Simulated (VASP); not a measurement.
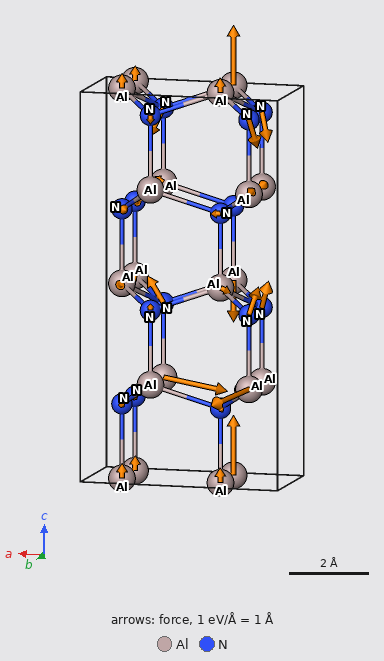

Starting geometry of a defect cell of composition Al$_{16}$N$_{15}$ with the computed forces as orange arrows. A ball-and-stick model of the cell of the calculation, seen from a free direction.

The run lets the atoms move in a fixed cell.

Computed with VASP, Kohn-Sham DFT of a periodic cell, PBEsol, VASP PAW PBE potentials, recommended.

The input:
```
SYSTEM = Al16N15
PREC = Accurate
ENCUT = 450
EDIFF = 1E-5
ISMEAR = 0
SIGMA = 0.03
LREAL = Auto
LASPH = .TRUE.
NELM = 120
ALGO = Normal
ISIF = 2
LWAVE = .FALSE.
LCHARG = .FALSE.
ISPIN = 2
MAGMOM = 0.5 0 0 0 0 0 0 0 0.5 0 0.5 0 0.5 0 0 0 0 0 0 0 0 0 0 0 0 0 0 0 0 0 0
LORBIT = 11
GGA = PS
IBRION = 2
NSW = 40
EDIFFG = -0.03
NELECT = 124.0
KPAR = 4
```

Launched with:
```bash
cat potpaw_PBE.64/Al/POTCAR potpaw_PBE.64/N/POTCAR > POTCAR
mpirun -np 8 vasp_std > vasp.out
```

### What follows when this structure is relaxed?

It isn't relaxed: the largest force vector, on Al atoms, is 1.70 eV/Å. The atoms end up moving mostly along the starting forces (cosine between the two patterns 0.94). The largest moves, 0.10 Å, are those of Al atoms. By element the largest moves are Al 0.10 Å, N 0.03 Å. The cell doesn't change. Near-neighbour distances that change, for instance: Al–N 1.889 → 1.932 Å, Al–N 1.902 → 1.942 Å, Al–N 1.889 → 1.871 Å, Al–N 1.902 → 1.888 Å. Bond angles that change, for instance: Al–N–Al 108.1° → 102.3°, Al–N–Al 110.8° → 116.5°, N–Al–N 110.8° → 106.8°. Over 7 geometry steps the energy falls by 0.443 eV per cell of the calculation. The largest force component goes from 1.7 to 0.024 eV/Å. It ran on 8 threads of AMD EPYC 9R45 (Zen 5), with other jobs on the host.

Limits of the set-up: the periodic images lie only 6.2 Å apart, so the values are limited by the cell's size.
